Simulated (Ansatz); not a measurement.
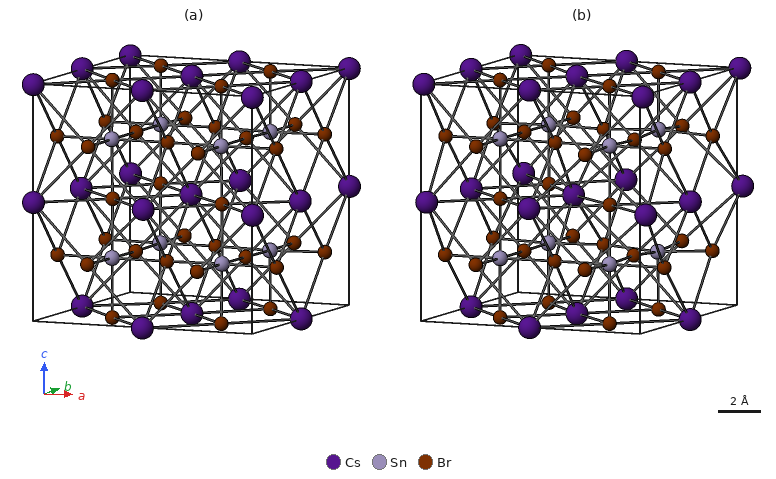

The structure of a defect cell of composition Cs$_{8}$Sn$_{8}$Br$_{23}$ (cell charge +1) before (left) and after (right) a relaxation, at one scale.

The picture is a ball-and-stick view of the cell of the calculation (origin shifted), seen slightly off an axis.

The atoms of the start lie slightly off their symmetric places, so part of the fall in energy undoes that.

Theory: Ansatz 0.2.0, DFT, PBEsol, PAW, plane waves.

Input file:
```yaml
crystal:
  lattice:
    - [11.500000, 0.000000, 0.000000]
    - [0.000000, 11.500000, 0.000000]
    - [0.000000, 0.000000, 11.500000]
  atoms:
    - { symbol: Cs, position: [0.002584, 0.001135, 0.998808] }
    - { symbol: Cs, position: [0.998938, 0.000067, 0.500405] }
    - { symbol: Cs, position: [0.998532, 0.500209, 0.998287] }
    - { symbol: Cs, position: [0.001274, 0.502332, 0.497782] }
    - { symbol: Cs, position: [0.502232, 0.000495, 0.003194] }
    - { symbol: Cs, position: [0.500263, 0.994608, 0.499961] }
    - { symbol: Cs, position: [0.499931, 0.501170, 0.996414] }
    - { symbol: Cs, position: [0.502102, 0.498878, 0.500301] }
    - { symbol: Sn, position: [0.249489, 0.248829, 0.247825] }
    - { symbol: Sn, position: [0.250456, 0.250576, 0.746682] }
    - { symbol: Sn, position: [0.252824, 0.746309, 0.252535] }
    - { symbol: Sn, position: [0.248493, 0.747410, 0.747710] }
    - { symbol: Sn, position: [0.746634, 0.250532, 0.251180] }
    - { symbol: Sn, position: [0.749605, 0.250177, 0.751018] }
    - { symbol: Sn, position: [0.750394, 0.748678, 0.249881] }
    - { symbol: Sn, position: [0.748744, 0.748564, 0.749746] }
    - { symbol: Br, position: [0.250799, 0.249884, 0.001573] }
    - { symbol: Br, position: [0.248766, 0.748806, 0.999987] }
    - { symbol: Br, position: [0.251790, 0.748024, 0.503611] }
    - { symbol: Br, position: [0.751153, 0.248882, 0.999106] }
    - { symbol: Br, position: [0.750100, 0.250360, 0.501807] }
    - { symbol: Br, position: [0.750308, 0.750636, 0.998808] }
    - { symbol: Br, position: [0.750356, 0.753653, 0.498721] }
    - { symbol: Br, position: [0.001367, 0.248365, 0.252430] }
    - { symbol: Br, position: [0.001196, 0.249198, 0.752587] }
    - { symbol: Br, position: [0.999159, 0.751141, 0.248882] }
    - { symbol: Br, position: [0.003347, 0.750091, 0.750250] }
    - { symbol: Br, position: [0.500199, 0.248602, 0.254397] }
    - { symbol: Br, position: [0.498302, 0.251891, 0.749569] }
    - { symbol: Br, position: [0.500479, 0.750937, 0.249983] }
    - { symbol: Br, position: [0.498968, 0.749976, 0.749462] }
    - { symbol: Br, position: [0.249364, 0.000628, 0.250394] }
    - { symbol: Br, position: [0.253320, 0.998297, 0.751788] }
    - { symbol: Br, position: [0.249189, 0.499099, 0.249469] }
    - { symbol: Br, position: [0.252803, 0.500731, 0.747862] }
    - { symbol: Br, position: [0.747480, 0.998660, 0.247461] }
    - { symbol: Br, position: [0.748655, 0.999438, 0.750007] }
    - { symbol: Br, position: [0.746406, 0.502522, 0.251964] }
    - { symbol: Br, position: [0.750960, 0.499361, 0.748102] }
  symmetry: { detect: false }
kpoints:
  mp_grid: { grid: [1, 1, 1], shift: [0.25, 0.25, 0.25] }
hamiltonian:
  xc: pbesol
total_charge: 1
scf:
  occupations: { method: fermi_dirac, width: 0.01 }
relax:
  f_tol: 0.03
  max_steps: 80
  escape_saddle: false
  adjacent_minimum: "off"
output:
  forces: true
  eigenvalues: true
  populations: true
  charged_corrections: { epsilon: 30 }
```

Command:
```bash
ansatz run in.yaml --threads 8 --pin off --max-ram 118750MiB --runs-dir r --events-out ev --progress --plain --backend cuda --devices 0,
```

Describe what moved and what it gained.

Answer. The largest move is that of Cs2, 0.28 Å along [−1 −1 0]. Largest moves by element: Cs 0.28 Å, Sn 0.11 Å, Br 0.11 Å. The cell stays as it was. Among the contacts that change: Cs8–Br23 4.091 → 3.797 Å, Cs4–Br23 4.084 → 3.795 Å, Cs2–Br23 4.025 → 3.779 Å, Cs6–Br23 3.994 → 3.776 Å. Bond angles that change, for instance: Cs2–Br19–Cs6 90.3° → 98.2°, Cs6–Br19–Cs8 89.6° → 82.1°, Cs2–Br19–Cs4 89.3° → 82.2°. Over 3 geometry steps the energy falls by 0.278 eV per cell of the calculation. Largest force component: 0.49 eV/Å at the start, 0.021 eV/Å at the end.

Limits of the set-up: the cell is charged, on a uniform background, and energies carry no finite-size correction.
